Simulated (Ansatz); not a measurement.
Run report: AlPt, geometry relaxation (part 2 of 2)

Continued. System: AlPt (P2₁3, 8 atoms in the cell). Method: DFT PBEsol, scalar-relativistic, plane waves, PAW, no spin polarisation (Ansatz 0.2.0); cutoff 420 eV, 8×8×8 k-mesh, Fermi–Dirac smearing of 0.15 eV. The structure derives from a Materials Project entry.

Geometry of the input (Å; fractional positions):
```
4.8685  0.0000  0.0000
0.0000  4.8685  0.0000
0.0000  0.0000  4.8685
Al 0.8442  0.8442  0.8442
Al 0.6558  0.1558  0.3442
Al 0.3442  0.6558  0.1558
Al 0.1558  0.3442  0.6558
Pt 0.1540  0.1540  0.1540
Pt 0.3460  0.8460  0.6540
Pt 0.6540  0.3460  0.8460
Pt 0.8460  0.6540  0.3460
```

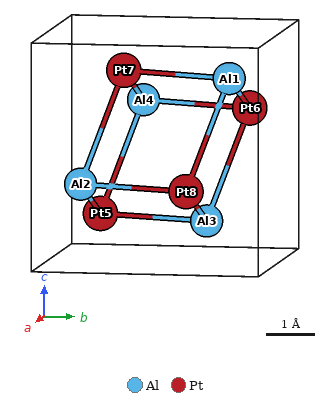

The geometry at step 3 of the log (ball-and-stick view of the cell of the calculation, seen slightly off an axis; atoms are numbered from 1 in the order of the input).

Log, continued:
```
SCF iter   1: F=—  HF=-51641.906344 eV  |F-HF|=—  |Δ(HF+E_count)|=         —  Δρ=1.72e-6  dr2=2.44e-9  ethr=7.51e-8  ⟨swp⟩=3.0  Hψ=15262  notcnv=0
eigensolver tolerance schedule: the retry pair's looser diagonalisation over-reported the residual by 25869.51 of it (diagonalisation noise at 1.68 of the residual, at the tolerance the schedule requests for it); recorded, not acted on — ethr = c·dr2/N_el stays at c = 1.0e-1
SCF iter   2: F=—  HF=-51641.906209 eV  |F-HF|=—  |Δ(HF+E_count)|=   1.35e-4  Δρ=8.41e-7  dr2=5.27e-10  ethr=2.90e-12  ⟨swp⟩=3.0  Hψ=5465  notcnv=0
SCF iter   3: F=—  HF=-51641.906209 eV  |F-HF|=—  |Δ(HF+E_count)|=  7.28e-12  Δρ=5.64e-7  dr2=2.11e-10  ethr=1.00e-12  ⟨swp⟩=1.0  Hψ=2340  notcnv=0
SCF iter   4: F=—  HF=-51641.906209 eV  |F-HF|=—  |Δ(HF+E_count)|=  7.28e-12  Δρ=1.70e-7  dr2=2.55e-11  ethr=1.00e-12  ⟨swp⟩=1.0  Hψ=2340  notcnv=0
SCF iter   5: F=-51641.906209 eV  HF=-51641.906209 eV  |F-HF|=2.18e-11  |Δ(HF+E_count)|=    0.00e0  Δρ=4.63e-8  dr2=2.32e-12  ethr=1.00e-12  ⟨swp⟩=4.8  Hψ=9118  notcnv=0
SCF 5 converged in 5 iterations: F = -51641.906209 eV  dr2 = 2.32e-12
relax step   5: F+E_penalty+E_count = -51641.90620884 eV  Δ(F+E_penalty+E_count) = -1.508e-5 eV  max|allowed force component| = 2.781e-4 eV/Å  Δτ_max = 0.0000 Å  P = -0.000 GPa  Ω = 115.467 Å³  stress off target by 3.86e-4 GPa  SCF on the basis re-selected at this cell (its energy is not comparable with the rows above)  (5 SCF iters)
basis re-selected at this cell: Δ(F+E_penalty+E_count) = -1.508e-5 eV, ΔP = +0.000 GPa vs the last step (what re-selecting the basis moved, of the pressure what is left beyond the Pulay correction that the steps carried, after the strain that the cell walked since its last selection, with what the two solves' SCF thresholds leave and, on support functions, any second-order correction that the steps lacked; it is no measure of the basis error at this ecutwfc). This SCF's stress stands 3.86e-4 GPa from its target on what of the cell is left free (relax.cell.stress_tol is 1.00e-2 GPa) and its largest allowed force component is 2.78e-4 eV/Å (relax.f_tol is 1.00e-3 eV/Å): within both
SCF converged after 5 iterations
Free energy (F): -51641.906209 eV
Harris-Foulkes:  -51641.906209 eV  (|F-HF|=2.18e-11)
Internal energy: -51641.802106 eV  (E = F + TS)
E sigma→0 (E₀):  -51641.854158 eV
Entropy (-TS):   -0.104102 eV (-13.013 meV/atom)
Fermi energy:    16.892100 eV
--- Per-component energies (eV) ---
  E_band       = -872.362562
  E_kinetic    = 2661.259100
  E_local      = -8663.840640  (includes V_loc(G=0)·N_el)
  E_nonlocal   = 847.052482
  E_hartree    = 3401.000318
  E_xc         = -1208.282372
  E_vxc        = -1338.582453  (∫ρ·V_xc dr)
  E_paw        = -39084.789882  (= ΣΔE_a)
  E_vpaw       = -1180.252360  (= ΣTr[D̂ρ^β])
  E_aug_tail   = 0.000714  (compensation charges beyond the density's cutoff)
  E_ewald      = -9595.426306
  E_core_change = 1.224481  (= ΣΔE_core)
  E_smearing   = -0.104102  (= −TS)
  E_closure    = 0.000000  (closes the sum)
  Σ components = -51641.906209   (vs F -51641.906209, Δ=0.00e0)
--- Forces (eV/Å), atoms counted from 1 ---
  atom   1  Al    -0.00027808    -0.00027808    -0.00027808
  atom   2  Al     0.00027808     0.00027808    -0.00027808
  atom   3  Al    -0.00027808     0.00027808     0.00027808
  atom   4  Al     0.00027808    -0.00027808     0.00027808
  atom   5  Pt     0.00003488     0.00003488     0.00003488
  atom   6  Pt    -0.00003488    -0.00003488     0.00003488
  atom   7  Pt     0.00003488    -0.00003488    -0.00003488
  atom   8  Pt    -0.00003488     0.00003488    -0.00003488
  max |Σ_I F_I| component: 1.16e-16 eV/Å
--- Stress (GPa, compression-positive) ---
       -0.000386       0.000000       0.000000
        0.000000      -0.000386       0.000000
        0.000000       0.000000      -0.000386
  P = ⅓ Tr σ = -0.0004 GPa (-0.004 kbar)
--- Band table (eV; the first three rows and the last of 45) ---
  k-point 0: bands = ["-81.9372", "-81.9307", "-81.9307", "-81.9307", "-36.2101", "-36.2101", "-36.2101", "-36.1562", "-36.1562", "-36.1562", "-36.1506", "-36.1048", "-36.1048", "-36.0798", "-36.0798", "-36.0798", "5.5007", "9.8266", "9.8266", "9.8266", "11.2783", "11.2783", "11.2783", "11.7644", "11.7644", "11.7644", "12.1447", "12.6374", "12.6374", "12.6480", "12.6480", "12.6480", "13.6296", "13.6296", "13.6296", "14.7020", "14.7020", "15.0194", "15.0194", "15.0194", "16.5607", "16.5607", "16.5607", "20.9893", "20.9893", "20.9893", "21.1638", "21.1638", "21.3205", "21.9202", "21.9202", "21.9202"]
  k-point 1: bands = ["-81.9370", "-81.9314", "-81.9306", "-81.9302", "-36.2152", "-36.2109", "-36.2031", "-36.1651", "-36.1587", "-36.1520", "-36.1449", "-36.1041", "-36.1026", "-36.0816", "-36.0814", "-36.0792", "5.6164", "9.5223", "9.8530", "9.9492", "11.1319", "11.2220", "11.3863", "11.5991", "11.7230", "12.0903", "12.2512", "12.2908", "12.3756", "12.5779", "12.8095", "12.9905", "13.5131", "13.6542", "13.8649", "14.6252", "14.6401", "14.6679", "14.9818", "15.4731", "16.1564", "16.4630", "17.3597", "20.1370", "20.4314", "20.5249", "20.5791", "21.0401", "21.3599", "21.8725", "22.1129", "22.5913"]
  k-point 2: bands = ["-81.9364", "-81.9324", "-81.9305", "-81.9299", "-36.2182", "-36.2131", "-36.1947", "-36.1705", "-36.1647", "-36.1559", "-36.1324", "-36.1024", "-36.0974", "-36.0856", "-36.0842", "-36.0799", "5.9585", "8.9101", "9.9101", "10.0147", "10.8988", "11.1272", "11.5474", "11.6802", "11.7152", "12.0263", "12.0615", "12.3163", "12.3321", "12.7669", "12.8886", "13.2797", "13.4731", "13.7072", "14.1510", "14.2960", "14.5026", "14.5132", "15.1180", "15.3245", "16.1985", "16.3250", "18.2055", "19.3568", "19.4899", "19.9516", "20.0378", "21.1016", "21.6195", "21.8297", "22.2541", "23.4871"]
  k-point 44: bands = ["-81.9323", "-81.9323", "-81.9323", "-81.9323", "-36.2056", "-36.2056", "-36.2056", "-36.2056", "-36.1384", "-36.1384", "-36.1384", "-36.1384", "-36.0812", "-36.0812", "-36.0812", "-36.0812", "9.3636", "9.3636", "9.3636", "9.3636", "10.6849", "10.6849", "10.6849", "10.6849", "11.8945", "11.8945", "11.8945", "11.8945", "12.3792", "12.3792", "12.3792", "12.3792", "14.0482", "14.0482", "14.0482", "14.0482", "14.2645", "14.2645", "14.2645", "14.2645", "15.9645", "15.9645", "15.9645", "15.9645", "23.2776", "23.2776", "23.2776", "23.2776", "23.9191", "23.9191", "23.9191", "23.9191"]
--- Relaxed structure (4 steps of the walk, 4 accepted, 1 SCFs on fresh bases) ---
  F+E_penalty+E_count = -51641.90620884 eV   max|allowed force component| = 2.781e-4 eV/Å   (the final SCF, on the basis selected at the relaxed cell)
  cell:  # Å, volume = 115.4673 Å³
    - [4.869521576867466, -7.703719777548943e-34, -2.0543252740130515e-33]
    - [-7.703719777548943e-34, 4.869521576867466, 6.419766481290786e-35]
    - [-1.79753461476142e-33, 6.419766481290786e-35, 4.869521576867466]
  atoms:
    - { symbol: Al, position: [0.8441942238298998, 0.8441942238298998, 0.8441942238298998] }
    - { symbol: Al, position: [0.6558057761700999, 0.15580577617010002, 0.3441942238299] }
    - { symbol: Al, position: [0.3441942238299, 0.6558057761700999, 0.15580577617010002] }
    - { symbol: Al, position: [0.15580577617010002, 0.3441942238299, 0.6558057761700999] }
    - { symbol: Pt, position: [0.1541653744250236, 0.1541653744250236, 0.1541653744250236] }
    - { symbol: Pt, position: [0.34583462557497635, 0.8458346255749767, 0.6541653744250236] }
    - { symbol: Pt, position: [0.6541653744250236, 0.34583462557497635, 0.8458346255749767] }
    - { symbol: Pt, position: [0.8458346255749767, 0.6541653744250236, 0.34583462557497635] }
```

Trajectory as extended XYZ (Å, eV, eV/Å), 5 frames, from step=1 to step=5:
```
8
Lattice="4.8685 0.0000 0.0000 0.0000 4.8685 0.0000 0.0000 0.0000 4.8685" Properties=species:S:1:pos:R:3:forces:R:3 step=1 energy=-51641.90616 pressure_GPa=0.13
Al    4.1099    4.1099    4.1099    0.0014   0.0014   0.0014
Al    3.1929    0.7587    1.6756   -0.0014  -0.0014   0.0014
Al    1.6756    3.1929    0.7587    0.0014  -0.0014  -0.0014
Al    0.7587    1.6756    3.1929   -0.0014   0.0014  -0.0014
Pt    0.7497    0.7497    0.7497    0.0062   0.0062   0.0062
Pt    1.6846    4.1188    3.1839   -0.0062  -0.0062   0.0062
Pt    3.1839    1.6846    4.1188    0.0062  -0.0062  -0.0062
Pt    4.1188    3.1839    1.6846   -0.0062   0.0062  -0.0062
8
Lattice="4.8701 0.0000 0.0000 0.0000 4.8701 0.0000 0.0000 0.0000 4.8701" Properties=species:S:1:pos:R:3:forces:R:3 step=2 energy=-51641.90616 pressure_GPa=-0.08
Al    4.1112    4.1112    4.1112    0.0008   0.0008   0.0008
Al    3.1940    0.7589    1.6762   -0.0008  -0.0008   0.0008
Al    1.6762    3.1940    0.7589    0.0008  -0.0008  -0.0008
Al    0.7589    1.6762    3.1940   -0.0008   0.0008  -0.0008
Pt    0.7504    0.7504    0.7504    0.0026   0.0026   0.0026
Pt    1.6846    4.1197    3.1855   -0.0026  -0.0026   0.0026
Pt    3.1855    1.6846    4.1197    0.0026  -0.0026  -0.0026
Pt    4.1197    3.1855    1.6846   -0.0026   0.0026  -0.0026
8
Lattice="4.8697 0.0000 0.0000 0.0000 4.8697 0.0000 0.0000 0.0000 4.8697" Properties=species:S:1:pos:R:3:forces:R:3 step=3 energy=-51641.90619 pressure_GPa=-0.02
Al    4.1108    4.1108    4.1108    0.0007   0.0007   0.0007
Al    3.1936    0.7588    1.6760   -0.0007  -0.0007   0.0007
Al    1.6760    3.1936    0.7588    0.0007  -0.0007  -0.0007
Al    0.7588    1.6760    3.1936   -0.0007   0.0007  -0.0007
Pt    0.7505    0.7505    0.7505    0.0018   0.0018   0.0018
Pt    1.6843    4.1192    3.1853   -0.0018  -0.0018   0.0018
Pt    3.1853    1.6843    4.1192    0.0018  -0.0018  -0.0018
Pt    4.1192    3.1853    1.6843   -0.0018   0.0018  -0.0018
8
Lattice="4.8695 0.0000 0.0000 0.0000 4.8695 0.0000 0.0000 0.0000 4.8695" Properties=species:S:1:pos:R:3:forces:R:3 step=4 energy=-51641.90619 pressure_GPa=-0.00
Al    4.1108    4.1108    4.1108   -0.0003  -0.0003  -0.0003
Al    3.1935    0.7587    1.6761    0.0003   0.0003  -0.0003
Al    1.6761    3.1935    0.7587   -0.0003   0.0003   0.0003
Al    0.7587    1.6761    3.1935    0.0003  -0.0003   0.0003
Pt    0.7507    0.7507    0.7507    0.0000   0.0000   0.0000
Pt    1.6840    4.1188    3.1855    0.0000   0.0000   0.0000
Pt    3.1855    1.6840    4.1188    0.0000   0.0000   0.0000
Pt    4.1188    3.1855    1.6840    0.0000   0.0000   0.0000
8
Lattice="4.8695 0.0000 0.0000 0.0000 4.8695 0.0000 0.0000 0.0000 4.8695" Properties=species:S:1:pos:R:3:forces:R:3 step=5 energy=-51641.90621 pressure_GPa=-0.00
Al    4.1108    4.1108    4.1108   -0.0003  -0.0003  -0.0003
Al    3.1935    0.7587    1.6761    0.0003   0.0003  -0.0003
Al    1.6761    3.1935    0.7587   -0.0003   0.0003   0.0003
Al    0.7587    1.6761    3.1935    0.0003  -0.0003   0.0003
Pt    0.7507    0.7507    0.7507    0.0000   0.0000   0.0000
Pt    1.6840    4.1188    3.1855    0.0000   0.0000   0.0000
Pt    3.1855    1.6840    4.1188    0.0000   0.0000   0.0000
Pt    4.1188    3.1855    1.6840    0.0000   0.0000   0.0000
```

Results in brief:

```json
{"quantity": "outcome", "value": "converged"}
{"quantity": "space group (tolerance 0.01 Å)", "value": "P2₁3 (198)"}
{"quantity": "electrons treated", "value": "84"}
{"quantity": "free energy", "value": "−51641.9062 eV"}
{"quantity": "Fermi energy", "value": "16.892 eV"}
{"quantity": "gap on the k-point mesh", "value": "none (metallic)"}
{"quantity": "pressure", "value": "0.00 GPa"}
{"quantity": "final volume", "value": "115.47 Å³"}
{"quantity": "largest force (length of the vector) at the end", "value": "under 0.001 eV/Å"}
{"quantity": "final cell", "value": "a = 4.870 Å, b = 4.870 Å, c = 4.870 Å, α = 90.00°, β = 90.00°, γ = 90.00°"}
{"quantity": "hardware", "value": "4 threads of AMD EPYC (Zen 5), 64 GiB of memory available, shared host"}
{"quantity": "wall time", "value": "8.6 s (CPU time 33 s)"}
{"quantity": "peak memory", "value": "0.63 GiB"}
```

Results for this metal are sensitive to the k-point mesh. Spin–orbit coupling is left out, which matters for Pt.
